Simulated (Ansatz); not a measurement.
# One crystal, many levels of theory: WSeS (P-3m1), part 2 of 2

What gap does each level of theory give for WSeS (P-3m1), and in what time?

Ansatz 0.2.0; density functionals, hybrids and G0W0, plane waves, PAW. Known limits of the many-body steps: finite bands, screening cutoff and k mesh; no spin-orbit coupling in G0W0.

So far. Step 4 (HSE06 on the 6×6×2 mesh): Over mesh and listed points the gap is 1.647 eV, from k = Γ to k = (0.167, 0.167, 0.000). The least direct gap found is 2.094 eV, at k = (0.333, 0.333, 0.000). HSE06 against LDA: 1.647 − 1.044 = +0.603 eV. The runs also differ in mesh (12×12×2 and 6×6×2), so how much of this comes from the functional alone is not known. Step 5 (HSE06+SOC on the 6×6×2 mesh): Over mesh and listed points the gap is 1.581 eV, from k = Γ to k = (0.167, 0.167, 0.000).

In doubt: masses and optical values from hybrid runs of this build are listed as unsure (step 7), which bears on the screening that GW takes from such a start.

**6. G0W0@LDA, 9×9×2 mesh, 1238 empty bands, screening to 270 eV, hard PAW files**

G0W0 replaces the xc potential by a self-energy built once from the orbitals of the start. Levels are corrected in the window of bands that the input names, at points of the mesh.

This step: G0W0 on LDA, plane waves, PAW.

Input file input.yaml:

```yaml
crystal:
  lattice:
    - [3.2481130316, 0.0, 0.0]
    - [-1.6240565158, 2.8129483997, 0.0]
    - [0.0, 0.0, 13.4587627587]
  atoms:
    - { symbol: W, position: [0.33333333, 0.66666667, 0.25684664] }
    - { symbol: W, position: [0.66666667, 0.33333333, 0.74315336] }
    - { symbol: Se, position: [0.33333333, 0.66666667, 0.86927589] }
    - { symbol: Se, position: [0.66666667, 0.33333333, 0.13072411] }
    - { symbol: S, position: [0.66666667, 0.33333333, 0.37023793] }
    - { symbol: S, position: [0.33333333, 0.66666667, 0.62976207] }
kpoints:
  mp_grid: { grid: [9, 9, 2] }
hamiltonian:
  xc: lda
  pseudopotentials: { kind: paw, source: ansatz }
scf:
  occupations: { method: fixed }
gw:
  n_empty_bands: 1238
  ecut_chi: 270.0
  qp_bands: [v2, c2]
  qp_kpoints: band_edges
  screening: { model: contour_deformation }
```

Run with:

```console
ansatz run input.yaml --threads 4 --pin off --max-ram 138240MiB --backend cuda --events-out ev --progress --plain --runs-dir out --devices 1 --max-vram 26GiB
```

Numbers of over 12 decimals in the logs are rounded to 6 here.

Output:

```text
GPUs: using 1 of 1 available (devices: 1).
[...]
GPU FFT provider: cuFFT
GPU libraries: cuBLAS 13.8.2, cuFFT 12.4.0, cuSOLVER 12.3.4
Crystal: 6 atoms, lattice volume = 122.970 Å³
Basis set: ecut = 760 eV, 5875 PW (Γ)
Bands: 60, of which v1, the nominal top of the filled ones, is band 50 counted from 1 (49 counted from 0)
Symmetry: 12 space group operations
[...]
k-points: 24 of 162
[...]
1    52     14.8703   -13.8193    -4.5431   -18.6058  0.7472    15.1149    15.1137  root
[...]
23    49     11.8972   -18.4541     0.0337   -18.2073  0.7513    11.6836    11.6840  root
    23    50     11.9588   -18.6780     0.0144   -18.4502  0.7506    11.7449    11.7454  root
    23    51     13.6028   -15.7109    -4.1288   -20.0778  0.7452    13.8417    13.8409  root
    23    52     13.6028   -15.7109    -4.1288   -20.0778  0.7452    13.8417    13.8409  root
[key lines of the parts left out:]
SCF converged after 11 iterations
Free energy (F): -47759.900645 eV
Fermi energy:    12.408055 eV
```

The job ended after 8.6 min (1 × NVIDIA H100 80GB HBM3 (shared by 3 runs) with 4 threads of AMD EPYC 7R13 (Zen 3), shared host; peak memory 12 GiB).

This step gave:

| Quantity | Value |
| --- | --- |
| bands summed | 1288 |
| RPA ε∞ on this mesh (eigenvalues) | 5.044, 13.55, 13.55 |
| plane waves in the screening matrix | 1279 |
| G0W0 gap over the corrected points | 1.595 eV |
| k of the valence top | 0, 0, 0 |
| k of the conduction bottom | 0.1111, 0.2222, 0 |
| starting gap on the mesh | 1.130 eV |
| Z at the valence top | 0.7458 |
| Z at the conduction bottom | 0.7610 |
| least direct G0W0 gap over the corrected points | 2.058 eV |

Over 18 of 24 irreducible mesh points the G0W0 gap is 1.595 eV, from k = Γ to k = (0.111, 0.222, 0.000). The LDA gap of this run on the mesh is 1.130 eV. The two states that bound the G0W0 gap lie that far apart at the start, so the correction of the gap is 1.595 − 1.130 = +0.465 eV.

**7. G0W0@HSE06, 9×9×2 mesh, 731 empty bands, screening to 190 eV, hard PAW files**

This step: G0W0 on HSE06, plane waves, PAW.

input.yaml, as its differences from that of step 6:

```diff
@@ -15,3 +15,3 @@
 hamiltonian:
-  xc: lda
+  xc: hse06
   pseudopotentials: { kind: paw, source: ansatz }
@@ -20,4 +20,4 @@
 gw:
-  n_empty_bands: 1238
-  ecut_chi: 270.0
+  n_empty_bands: 731
+  ecut_chi: 190.0
   qp_bands: [v2, c2]
```

Output:

```text
GPUs: using 1 of 1 available (devices: 1).
[...]
GPU FFT provider: cuFFT
GPU libraries: cuBLAS 13.8.2, cuFFT 12.4.0, cuSOLVER 12.3.4
Crystal: 6 atoms, lattice volume = 122.970 Å³
Basis set: ecut = 760 eV, 5875 PW (Γ)
Bands: 60, of which v1, the nominal top of the filled ones, is band 50 counted from 1 (49 counted from 0)
Symmetry: 12 space group operations
[...]
k-points: 24 of 162
[...]
1    51     15.5141   -13.6262    -4.2906   -17.8355  0.7738    15.4329    15.4328  root
     1    52     15.5141   -13.6262    -4.2906   -17.8355  0.7738    15.4329    15.4328  root
[...]
23    49     11.8688   -18.3047     0.1549   -17.9489  0.7783    11.6675    11.6678  root
    23    50     11.9283   -18.4941     0.1399   -18.1556  0.7778    11.7294    11.7298  root
    23    51     14.0519   -15.5385    -3.8091   -19.2996  0.7729    14.0039    14.0039  root
    23    52     14.0519   -15.5385    -3.8091   -19.2996  0.7729    14.0039    14.0039  root
[key lines of the parts left out:]
Free energy (F): -48513.975353 eV
Fermi energy:    12.350161 eV
```

Run time: 9.2 min. Hardware: 1 × NVIDIA H100 80GB HBM3 (shared by 3 runs) with 4 threads; peak memory 12 GiB.

Numbers from this step:

```yaml
bands_summed: 781
rpa_eps_infinity_on_this_mesh_eigenvalues: 4.145, 10.64, 10.64
plane_waves_in_the_screening_matrix: 751
g0w0_gap_over_the_corrected_points: 1.816 eV
k_of_the_valence_top: 0, 0, 0
k_of_the_conduction_bottom: 0.1111, 0.2222, 0
starting_gap_on_the_mesh: 1.702 eV
z_at_the_valence_top: 0.7737
z_at_the_conduction_bottom: 0.7857
least_direct_g0w0_gap_over_the_corrected_points: 2.236 eV
```

Over 17 of 24 irreducible mesh points the G0W0 gap is 1.816 eV, from k = Γ to k = (0.111, 0.222, 0.000). The HSE06 gap of this run on the mesh is 1.702 eV. Other states bound it: the two that bound the G0W0 gap lie 1.739 eV apart in HSE06, so state for state the correction is 1.816 − 1.739 = +0.077 eV, while gap against gap it is 1.816 − 1.702 = +0.114 eV. G0W0@HSE06 against G0W0@LDA with 781 bands (a further run, in the table below): 1.816 − 1.584 = +0.232 eV, with the same mesh, files and cutoffs, and both edges at the same k points. The program's warnings for this run: metallic iterate.

**8. All levels together**

Each gap is the least one over the points named; times are wall times on shared hosts, not benchmarks. A G0W0 time includes the run's own self-consistent start. Runs with listed points see these and the mesh alone, so an edge that moves elsewhere is missed. Rows marked * are further runs, not shown as steps, whose inputs differ from the G0W0 step on the same start in the columns given; solver thresholds can differ too.

| level | mesh | files, cutoff | bands summed, screening | points | gap (eV) | valence top | conduction bottom | least direct gap (eV) | time |
| --- | --- | --- | --- | --- | --- | --- | --- | --- | --- |
| LDA | 12×12×2 | soft_1 PAW, 420 eV | - | mesh and path | 1.044 | Γ | (0.167, 0.167, 0.000) | 1.609 | 7.2 s |
| LDA+SOC | 12×12×2 | soft_1 PAW, 420 eV | - | mesh and listed points | 0.993 | Γ | (0.167, 0.167, 0.000) | 1.392 | 15 s |
| HSE06 | 6×6×2 | soft_1 PAW, 420 eV | - | mesh and listed points | 1.647 | Γ | (0.167, 0.167, 0.000) | 2.094 | 20 s |
| HSE06+SOC | 6×6×2 | soft_1 PAW, 420 eV | - | mesh and listed points | 1.581 | Γ | (0.167, 0.167, 0.000) | 1.844 | 89 s |
| G0W0@LDA* | 9×9×2 | hard PAW, 760 eV | 372, 110 eV | 18 of 24 irreducible mesh points | 1.546 | Γ | (0.111, 0.222, 0.000) | 2.078 | 2.1 min |
| G0W0@LDA* | 9×9×2 | hard PAW, 760 eV | 781, 190 eV | 18 of 24 irreducible mesh points | 1.584 | Γ | (0.111, 0.222, 0.000) | 2.069 | 4.5 min |
| G0W0@LDA | 9×9×2 | hard PAW, 760 eV | 1288, 270 eV | 18 of 24 irreducible mesh points | 1.595 | Γ | (0.111, 0.222, 0.000) | 2.058 | 8.6 min |
| G0W0@LDA* | 12×12×2 | hard PAW, 760 eV | 372, 110 eV | 21 of 38 irreducible mesh points | 1.453 | Γ | (0.167, 0.167, 0.000) | 2.071 | 5.2 min |
| G0W0@HSE06 | 9×9×2 | hard PAW, 760 eV | 781, 190 eV | 17 of 24 irreducible mesh points | 1.816 | Γ | (0.111, 0.222, 0.000) | 2.236 | 9.2 min |

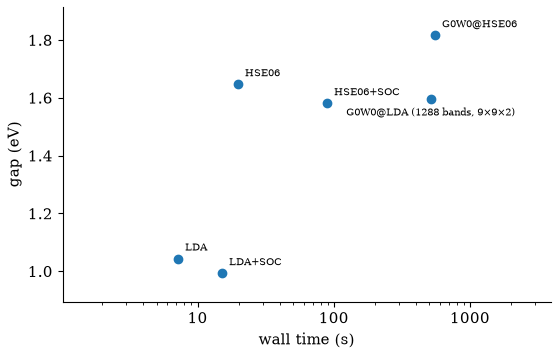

Gap against wall time for the runs shown as steps.

**9. Summary of results**

```json
{
 "LDA, over mesh and path": "1.044 eV",
 "LDA+SOC, over mesh and listed points": "0.993 eV",
 "HSE06, over mesh and listed points": "1.647 eV",
 "HSE06+SOC, over mesh and listed points": "1.581 eV",
 "G0W0@LDA (1288 bands, 9×9×2), over 18 of 24 irreducible mesh points": "1.595 eV",
 "G0W0@HSE06, over 17 of 24 irreducible mesh points": "1.816 eV",
 "known limits": "finite bands, screening cutoff and k mesh; no spin-orbit coupling in G0W0"
}
```

In words: The rows run from 0.993 eV (LDA+SOC) to 1.816 eV (G0W0@HSE06). They differ in mesh, files, plane-wave cutoff, bands and screening cutoff of G0W0 and the points over which the gap was sought as well as in level, so only pairs that share these are like for like. LDA+SOC against LDA: 0.993 − 1.044 = −0.051 eV, with the same mesh, set of files (read in its fully relativistic form for the spin-orbit run) and cutoff, and both edges at the same k points. The spin-orbit run sees mesh and listed points alone, so its gap is an upper bound: the coupling can move an edge off these points, and the change over the zone, its sign included where it is small, is not known. HSE06+SOC against HSE06: 1.581 − 1.647 = −0.066 eV, with the same mesh, set of files (read in its fully relativistic form for the spin-orbit run) and cutoff, and both edges at the same k points. The spin-orbit run sees mesh and listed points alone, so its gap is an upper bound: the coupling can move an edge off these points, and the change over the zone, its sign included where it is small, is not known. G0W0@HSE06 against G0W0@LDA with 781 bands: 1.816 − 1.584 = +0.232 eV, with the same mesh, files and cutoffs, and both edges at the same k points. G0W0@LDA (1288 bands, 9×9×2) moves the gap of its own start on the mesh by 1.595 − 1.130 = +0.465 eV, between the same two levels. Over mesh and path, LDA puts the conduction bottom at k = (0.167, 0.167, 0.000), where no G0W0 correction was computed. The G0W0 gap over the whole zone is therefore not known from this run; at its settings it can only be equal to or under the 1.595 eV found, and no correction is carried over from another point. For the start itself the gap is 1.044 eV over mesh and path and 1.130 eV on the mesh of the G0W0 run, in runs that differ in mesh (12×12×2 and 9×9×2), files (soft_1 PAW and hard PAW) and plane-wave cutoff (420 eV and 760 eV). G0W0@HSE06 moves the gap of its own start on the mesh by 1.816 − 1.702 = +0.114 eV, with other states at the edges (they lie 1.739 eV apart at the start). Over mesh and listed points, HSE06 puts the conduction bottom at k = (0.167, 0.167, 0.000), where no G0W0 correction was computed. The G0W0 gap over the whole zone is therefore not known from this run; at its settings it can only be equal to or under the 1.816 eV found, and no correction is carried over from another point. For the start itself the gap is 1.647 eV over mesh and listed points and 1.702 eV on the mesh of the G0W0 run, in runs that differ in mesh (6×6×2 and 9×9×2), files (soft_1 PAW and hard PAW) and plane-wave cutoff (420 eV and 760 eV). What spin-orbit coupling does to the G0W0 levels was not computed, so no sum with the G0W0 gap is formed. For G0W0@LDA: from 372 bands and 110 eV to 1288 bands and 270 eV the gap moves by 1.595 − 1.546 = +0.049 eV (rung by rung 1.546, 1.584, 1.595 eV); bands and screening cutoff rise together, so their parts are not told apart. A line in one over the bands through the two highest rungs gives 1.595 + (1.595 − 1.584) × 781 / (1288 − 781) = 1.612 eV, and through the pair below 1.584 + (1.584 − 1.546) × 372 / (781 − 372) = 1.619 eV. The two agree within 0.03 eV and the same two states bound the gap in each rung, so 1.612 eV is taken as an estimate of the limit on this mesh. The other G0W0 rows are shown at one basis each (781 bands), so their distance from the limit is not known here. With the 12×12×2 mesh in place of the 9×9×2 mesh and all else as in the G0W0@LDA row with 372 bands, the gap differs by 1.453 − 1.546 = −0.093 eV, and that of the start by 1.044 − 1.130 = −0.086 eV; an edge lies at another k point, so this need not be the shift of one pair of states. For G0W0@HSE06: the program's warnings for this run: metallic iterate. The G0W0 runs are scalar-relativistic. G0W0 is shown with one set of atomic data (hard PAW), so the error from the files is not known here. Failed or unusable runs of this series, left out of the table: G0W0@PBE0 (9×9×2 mesh, hard PAW files, 760 eV, 731 empty bands) reached its time limit after 10 min.

[Paths, hosts, dates, memory and timing lines, banners, echoed tables and standing remarks are left out of the program output.]

[Logs are printed without paths, hosts, clocks, repeated set-up lines and the standing remarks that a program may print on its own settings, such as how far it seeks lower states.]

[Runs of the session that timed out or met a known fault of the program may be left out.]

[Cells called generated may have been cut or substituted from an entry of the Crystallography Open Database or the Materials Project.]

[Hosts, paths, dates, database ids (printed as entryN), source tags and the programs' standing remarks are cut or masked in the printed files.]

[Where an RPA ε∞ is given, it is that of the G0W0 mesh and is not shown converged in it. Names of k-points follow the symmetry that the program found, which can be lower than the space group named. Band edges on a path are those of the sampled points; other points can move an edge, and change direct to indirect where valleys lie close.]

[Hybrid gaps are those of their k-mesh and are not shown converged in it.]
